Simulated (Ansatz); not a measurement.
Single-point calculation, with input and output: AlGaAs₂

System: AlGaAs₂ (P-4m2, 4 atoms in the cell).
Method: DFT LDA, scalar-relativistic, plane waves, PAW, no spin polarisation (Ansatz 0.2.0).

The structure was made by swapping elements on the sites of another compound; it need not be a known phase. It belongs to a series of runs on one base structure; here: band edges sought over the zone.

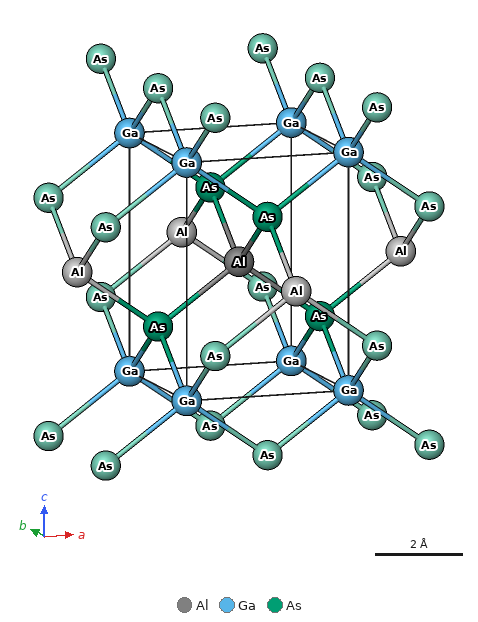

Figure 1. The input geometry (ball-and-stick view of the cell of the calculation, seen slightly off an axis; neighbours outside the cell are drawn fainter). Near neighbours in the crystal (not all of them lie inside the picture): Al has 4 As at 2.43 Å; Ga has 4 As at 2.43 Å; As has 2 Al at 2.43 Å and 2 Ga at 2.43 Å.

## The input
```yaml
crystal:
  lattice:
    - [3.9736706591, 0.0, 0.0]
    - [0.0, 3.9736706591, 0.0]
    - [0.0, 0.0, 5.6116280485]
  atoms:
    - { symbol: Al, position: [0.5, 0.5, 0.5] }
    - { symbol: Ga, position: [0.0, 0.0, 0.0] }
    - { symbol: As, position: [0.5, 0.0, 0.7501966884] }
    - { symbol: As, position: [0.0, 0.5, 0.2498033116] }
basis:
  ecutwfc: 420
kpoints:
  mp_grid: { grid: [8, 8, 6] }
  band_path: { path: [VBM, CBM], npoints: 2 }
hamiltonian:
  xc: lda
scf:
  occupations: { method: gaussian, width: 0.02 }
output:
  forces: true
  stress: true
  eigenvalues: true
checkpoint:
  read: start.run
  write: ck
  compress: false
  write_wavefunctions: false
  write_every: 100000
```

Run on 1 thread of Oxide Virtual Turin-like (Zen 5), 32 GiB of memory available, shared host.

Launched with:
```bash
ansatz run input.yaml --threads 1 --pin off --max-ram 2560MiB --backend cpu --events-out ev --progress --plain --runs-dir out
```

## What the program printed
```
Engine: ansatz 0.2.0, x86_64-unknown-linux-gnu
Pseudopotentials: kind: paw
Pseudopotential: Al, paw, valence charge 3, recommended cutoff 420 eV (normal), Al.paw.azcp
Pseudopotential: Ga, paw, valence charge 13, recommended cutoff 420 eV (normal), Ga.paw.azcp
Pseudopotential: As, paw, valence charge 15, recommended cutoff 420 eV (normal), As.paw.azcp
Functional definition: SPW92
  exchange = slater_x
  correlation = pw_c
Crystal: 4 atoms, lattice volume = 88.608 Å³
Basis set: ecut = 420 eV, 1739 PW (Γ)
Bands: 28, of which v1, the nominal top of the filled ones, is band 23 counted from 1 (22 counted from 0)
Symmetry: 8 space group operations
Space group: P-4m2 (ITA 115), of the structure as read, at distance tolerance 4.5e-5 Å
k-points: 60 of 384 (time reversal used)
Non-local potential: Al, projectors of the file, l = 0: 2, l = 1: 2, l = 2: 1
Non-local potential: Ga, projectors of the file, l = 0: 2, l = 1: 2, l = 2: 3, l = 3: 1
Non-local potential: As, projectors of the file, l = 0: 2, l = 1: 2, l = 2: 3, l = 3: 1
PAW form: soft (Blöchl's): semilocal exchange-correlation on the pseudo side does not see the compensation charge
PAW frozen core: Al, regenerated for the run's functional, and the local potential with it (the file was generated under x = pbe(κ = 0.804, μ = 0.2195149727645171), c = pbe(β = 0.06672455060314922))
PAW frozen core: Ga, regenerated for the run's functional, and the local potential with it (the file was generated under x = pbe(κ = 0.804, μ = 0.2195149727645171), c = pbe(β = 0.06672455060314922))
PAW frozen core: As, regenerated for the run's functional, and the local potential with it (the file was generated under x = pbe(κ = 0.804, μ = 0.2195149727645171), c = pbe(β = 0.06672455060314922))
PAW one-centre angular grid: Al, 110 points (default); XC on 64 Gauss nodes
PAW one-centre angular grid: Ga, 590 points (default); XC on 64 Gauss nodes
PAW one-centre angular grid: As, 590 points (default); XC on 64 Gauss nodes
Initial density: read from a saved state, or passed on in memory by an earlier SCF of this step, an earlier step, the calling program or the single point that the run made first
Initial wavefunctions: pseudopotential atomic-orbital guess
Functional: x = slater, c = lda
iter 1 solved again at ethr=1.95e-7 eV; its pass at ethr=3.10e-3 eV (dr2=8.96e-5 eV) is discarded
SCF iter   1: F=—  HF=-13768.767968 eV  |F-HF|=—  |Δ(HF+E_count)|=         —  Δρ=1.18e-6  dr2=1.05e-9  ethr=1.95e-7  ⟨swp⟩=2.4  Hψ=11182  notcnv=0
eigensolver tolerance schedule: the retry pair's looser diagonalisation over-reported the residual by 84925.90 of it (diagonalisation noise at an unbounded share of the residual, at the tolerance the schedule requests for it); recorded, not acted on — ethr = c·dr2/N_el stays at c = 1.0e-1
preconditioner: auto → Resta (q_TF=auto, 2.446 Å⁻¹)  ε∞=3.5  [insulator: Δε(μ)=1.025 eV  Ē_g=12.685 eV  σ=0.020 eV  W_gap=1.00  n_scr=20 (ndim 8)  ℏωp=20.1 eV  f_vac=0.023  D(μ)=0.00/eV (n_scr^D=0)  ε∞_Penn≈3.5]
SCF iter   2: F=-13768.767968 eV  HF=-13768.767968 eV  |F-HF|=4.11e-10  |Δ(HF+E_count)|=   1.06e-7  Δρ=6.88e-7  dr2=3.86e-10  ethr=2.29e-12  ⟨swp⟩=6.0  Hψ=7241  notcnv=0
SCF 1 converged in 2 iterations: F = -13768.767968 eV  dr2 = 3.86e-10
  greatest PAW one-centre occupation: 0.999 electrons in one spin orbital (limit 2), on the As atom at site 2 (counted from 0), in its partial waves of l = 2
NSCF: frozen V_eff on 40 k-points
NSCF: frozen V_eff on 40 k-points
NSCF: frozen V_eff on 40 k-points
NSCF: frozen V_eff on 40 k-points
NSCF: frozen V_eff on 20 k-points
NSCF: frozen V_eff on 14 k-points
NSCF: frozen V_eff on 12 k-points
NSCF: frozen V_eff on 12 k-points
NSCF: frozen V_eff on 12 k-points
NSCF: frozen V_eff on 12 k-points
NSCF: frozen V_eff on 7 k-points
NSCF: frozen V_eff on 3 k-points
SCF converged after 2 iterations
Free energy (F): -13768.767968 eV
Harris-Foulkes:  -13768.767968 eV  (|F-HF|=4.11e-10)
Internal energy: -13768.767968 eV  (E = F + TS)
E sigma→0 (E₀):  -13768.767968 eV
Fermi energy:    7.765856 eV
--- Per-component energies (eV) ---
  E_band       = -592.561512
  E_kinetic    = 348.713451
  E_local      = -6295.831994  (includes V_loc(G=0)·N_el)
  E_nonlocal   = -892.418870
  E_hartree    = 3230.306693
  E_xc         = -266.862063
  E_vxc        = -248.143708  (∫ρ·V_xc dr)
  E_paw        = -5864.398394  (= ΣΔE_a)
  E_vpaw       = 34.505931  (= ΣTr[D̂ρ^β])
  E_aug_tail   = -0.000095  (compensation charges beyond the density's cutoff)
  E_ewald      = -4034.211353
  E_core_change = 5.934657  (= ΣΔE_core)
  E_smearing   = -0.000000  (= −TS)
  E_closure    = 0.000000  (closes the sum)
  Σ components = -13768.767968   (vs F -13768.767968, Δ=0.00e0)
--- Forces (eV/Å), atoms counted from 1 ---
  atom   1  Al    -0.00000000     0.00000000     0.00000000
  atom   2  Ga    -0.00000000     0.00000000     0.00000000
  atom   3  As     0.00000000     0.00000000     0.00225211
  atom   4  As     0.00000000     0.00000000    -0.00225211
  max |Σ_I F_I| component: 5.12e-17 eV/Å
--- Stress (GPa, compression-positive) ---
        0.011139       0.000000      -0.000000
        0.000000       0.011139       0.000000
       -0.000000       0.000000       0.006544
  P = ⅓ Tr σ = 0.0096 GPa (0.096 kbar)
--- Band table (eV; the first three rows and the last of 60) ---
  k-point 0: bands = ["-27.6728", "-27.6728", "-27.6714", "-27.6710", "-27.6483", "-27.6472", "-27.6463", "-27.6463", "-27.6388", "-27.6386", "-7.5415", "-7.4583", "-7.4583", "-7.4161", "-7.3927", "-5.2362", "-2.9235", "1.0146", "4.7642", "4.7642", "7.2092", "7.2534", "7.2534", "8.3046", "8.6304", "9.3345", "11.2491", "11.2521"]
  k-point 1: bands = ["-27.6728", "-27.6728", "-27.6714", "-27.6710", "-27.6482", "-27.6473", "-27.6463", "-27.6463", "-27.6388", "-27.6386", "-7.5428", "-7.4584", "-7.4584", "-7.4157", "-7.3927", "-5.1365", "-3.1841", "1.3951", "4.8712", "4.8712", "6.2508", "6.9590", "6.9590", "8.5526", "9.2320", "9.7681", "10.8851", "11.6828"]
  k-point 2: bands = ["-27.6728", "-27.6728", "-27.6713", "-27.6711", "-27.6480", "-27.6475", "-27.6463", "-27.6463", "-27.6387", "-27.6387", "-7.5455", "-7.4587", "-7.4587", "-7.4151", "-7.3927", "-4.8505", "-3.7367", "2.2955", "4.9324", "5.1830", "5.1830", "6.3425", "6.3425", "8.8618", "9.9224", "10.1912", "10.7733", "12.6976"]
  k-point 59: bands = ["-27.6735", "-27.6730", "-27.6693", "-27.6693", "-27.6484", "-27.6484", "-27.6470", "-27.6466", "-27.6372", "-27.6372", "-7.5201", "-7.5201", "-7.4308", "-7.4161", "-7.3987", "-2.8799", "-2.8799", "0.7082", "1.8802", "3.6970", "3.8956", "4.0744", "4.0744", "11.6771", "11.6771", "12.1361", "12.7263", "12.8530"]
```

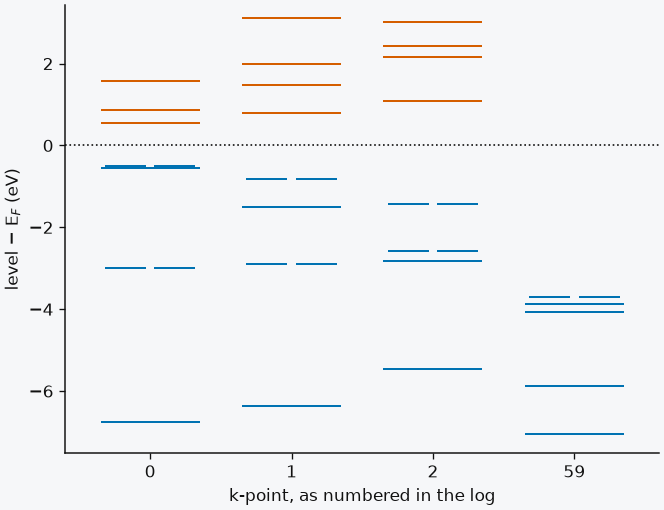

Figure 2. Kohn–Sham levels near the Fermi level (dotted) at the few k-points that the log prints; levels within 0.02 eV of each other stand side by side. Among these points the highest filled and lowest empty levels are 1.05 eV apart; the gap on the full mesh, 1.02 eV, has an edge at a point that isn't printed.

## Key numbers

| quantity | value |
| --- | --- |
| outcome | converged |
| space group (tolerance 0.01 Å) | P-4m2 (115) |
| electrons treated | 46 |
| free energy | −13768.7680 eV |
| Fermi energy | 7.766 eV |
| gap on the k-point mesh | 1.02 eV |
| gap on the band path | 1.02 eV |
| pressure | 0.01 GPa |
| largest force (length of the vector) | 0.002 eV/Å |
| wall time | 25 s |
| peak memory | 0.43 GiB |
